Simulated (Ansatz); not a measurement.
Zr9O16 (cell charge +2, with a compensating background) (cell with a defect)

Input

```
crystal:
  lattice:
    - [4.2511893084, 0.0, 5.2149190314]
    - [-5.1282203869, 5.2112696551, 0.0073855387]
    - [-5.1282203869, -5.2112696551, 0.0073855387]
  atoms:
    - { symbol: Zr, position: [0.7889435405, 0.0105886475, 0.0520239401] }
    - { symbol: Zr, position: [0.8375423074, 0.5491449267, 0.5925785156] }
    - { symbol: Zr, position: [0.298248352, 0.5550258068, 0.0181375629] }
    - { symbol: Zr, position: [0.297800879, 0.0587142083, 0.5222377067] }
    - { symbol: Zr, position: [0.7091904881, 0.9453617499, 0.4821440398] }
    - { symbol: Zr, position: [0.7095544387, 0.4416179435, 0.9779961954] }
    - { symbol: Zr, position: [0.2184466639, 0.4898065547, 0.4482247404] }
    - { symbol: Zr, position: [0.1731772548, 0.9494042285, 0.9049137036] }
    - { symbol: O, position: [0.8201123578, 0.9353700062, 0.7923391324] }
    - { symbol: O, position: [0.8659480021, 0.4882585864, 0.3150808158] }
    - { symbol: O, position: [0.3464873009, 0.8052320726, 0.4528420062] }
    - { symbol: O, position: [0.3206340108, 0.2909237663, 0.9441125193] }
    - { symbol: O, position: [0.0140879109, 0.3502217019, 0.1025058528] }
    - { symbol: O, position: [0.0039274163, 0.862974088, 0.5737730755] }
    - { symbol: O, position: [0.4958690434, 0.9284225719, 0.1520935717] }
    - { symbol: O, position: [0.4978564064, 0.4078311434, 0.650388375] }
    - { symbol: O, position: [0.5115214371, 0.5719465033, 0.3481688486] }
    - { symbol: O, position: [0.5094620601, 0.0924699335, 0.8497988944] }
    - { symbol: O, position: [0.9932905841, 0.1501333139, 0.397750099] }
    - { symbol: O, position: [1.0034674109, 0.6373891387, 0.9264823003] }
    - { symbol: O, position: [0.6609417798, 0.695148273, 0.0474243312] }
    - { symbol: O, position: [0.694485961, 0.2071188973, 0.5582506555] }
    - { symbol: O, position: [0.1872706279, 0.5649685065, 0.7079282777] }
    - { symbol: O, position: [0.1454093212, 0.0158921705, 0.1841908006] }
    - { symbol: Zr, position: [0.5101416913, 0.2516518195, 0.2526900987] }
  host:
    lattice:
      - [5.1282203869, 0.0, -0.0073855387]
      - [0.0, 5.2112696551, 0.0]
      - [-0.8770310784, 0.0, 5.2223045701]
    atoms:
      - { symbol: Zr, position: [0.7228105562, 0.9567594714, 0.7906139649] }
      - { symbol: Zr, position: [0.7228105562, 0.5432405286, 0.2906139649] }
      - { symbol: Zr, position: [0.2771894438, 0.4567594714, 0.7093860351] }
      - { symbol: Zr, position: [0.2771894438, 0.0432405286, 0.2093860351] }
      - { symbol: O, position: [0.0700315844, 0.1634255222, 0.8412436011] }
      - { symbol: O, position: [0.0700315844, 0.3365744778, 0.3412436011] }
      - { symbol: O, position: [0.5513872818, 0.2577276877, 0.0203395978] }
      - { symbol: O, position: [0.4486127182, 0.7577276877, 0.4796604022] }
      - { symbol: O, position: [0.5513872818, 0.2422723123, 0.5203395978] }
      - { symbol: O, position: [0.4486127182, 0.7422723123, 0.9796604022] }
      - { symbol: O, position: [0.9299684156, 0.6634255222, 0.6587563989] }
      - { symbol: O, position: [0.9299684156, 0.8365744778, 0.1587563989] }
total_charge: 2
basis:
  ecutwfc: 420
  xc_grid: 2
kpoints:
  mp_grid: { grid: [2, 2, 2], shift: [0.5, 0.5, 0.5] }
hamiltonian:
  xc: pbesol
scf:
  occupations: { method: gaussian, width: 0.01 }
output:
  forces: true
  stress: false
  eigenvalues: true
  charged_corrections:
    defect_position: [0.5, 0.25, 0.25]
    epsilon: [[23.2166, 0.0, 1.1987], [0.0, 21.3868, 0.0], [1.1987, 0.0, 17.0429]]
  write_density: true
  write_potential: true
  elf: true
  volumetric_format: npy
relax:
  adjacent_minimum: "off"
  f_tol: 0.025
  max_steps: 45
```

Launched as:

```sh
ansatz run input.yaml --threads 4 --pin off --max-ram 10240MiB --backend cpu --events-out ev --progress --plain --runs-dir out
```

The fields are those of the run's last geometry, not of the input's.

Theory: DFT PBEsol, scalar-relativistic, plane waves, PAW in Ansatz 0.2.0.

Core electrons are frozen (PAW), and the valence fields are smoothed inside the atomic spheres.

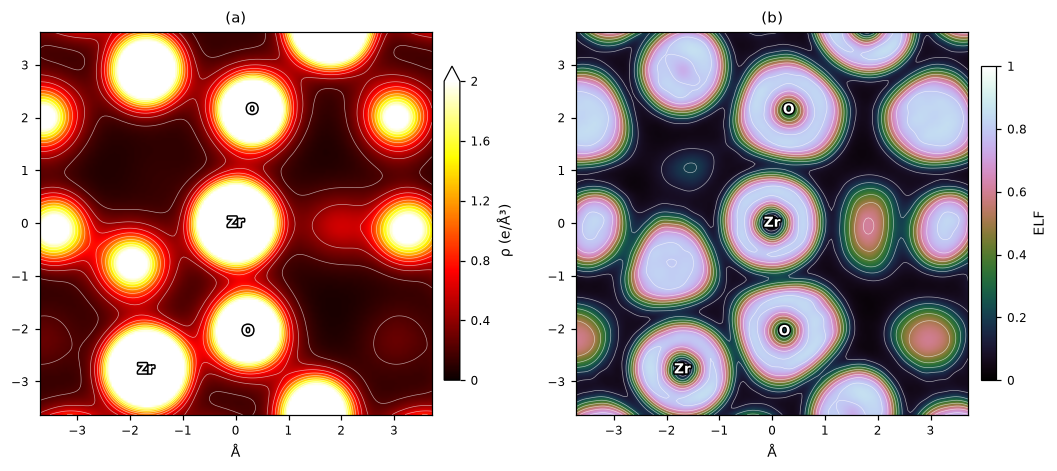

Figure 1. (a) valence electron density; (b) ELF on the (010) plane of the calculation cell.

> What does the map show?

Atoms in the plane: Zr and O.
Atoms just off the plane (Zr, 0.5 Å away and O, 0.5 Å away) can leave unmarked features too.
Zr–O (2.07 Å): ρ is about 0.74 e/Å³ halfway; the ELF peaks at about 0.80 in the valence shell of O, 0.6 Å from its nucleus, and drops to about 0.25 between the two atoms (no localised pair shows between them).
Zr–O (2.17 Å): ρ is about 0.56 e/Å³ halfway; the ELF peaks at about 0.85 in the valence shell of O, 0.6 Å from its nucleus, and drops to about 0.20 between the two atoms; no shared electron pair shows on this line.
Between the atoms the lowest density in this plane is 0.05 e/Å³.
The features right at Zr lie inside the PAW spheres, where the map follows smoothed inner orbitals and isn't to be read closely.

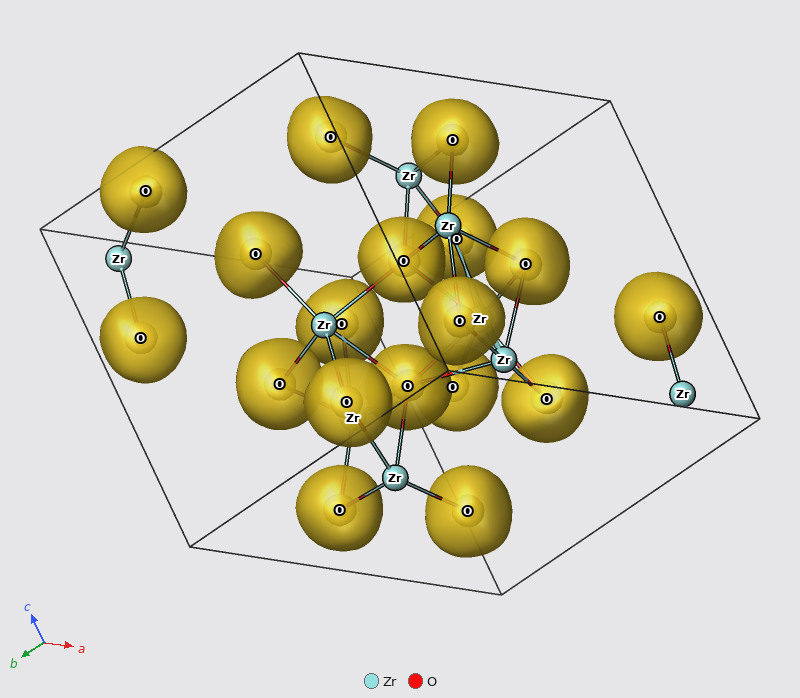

Figure 2. Isosurface of the electron localisation function at 0.65 (yellow), seen at an oblique angle. Core shells and regions of very low density are left out. Sticks mark near contacts.

> What do the ELF domains correspond to?

At this value the surface marks out 16 regions wrapped around O (the valence shell of each), counted in one cell of 25 atoms. Regions shared between cells count once. Profiles from the grid: Zr–O (2.02 Å): the ELF peaks at about 0.80 in the valence shell of O, 0.6 Å from its nucleus, and drops to about 0.20 between the two atoms; no shared electron pair shows on this line. Zr–Zr (2.55 Å): the ELF is about 0.35 at the midpoint.

> Metal or insulator at this level of theory?

It is gapped, with a Kohn–Sham gap of 1.00 eV on the k-point mesh (the band edges may lie off the mesh, which would make the gap smaller).
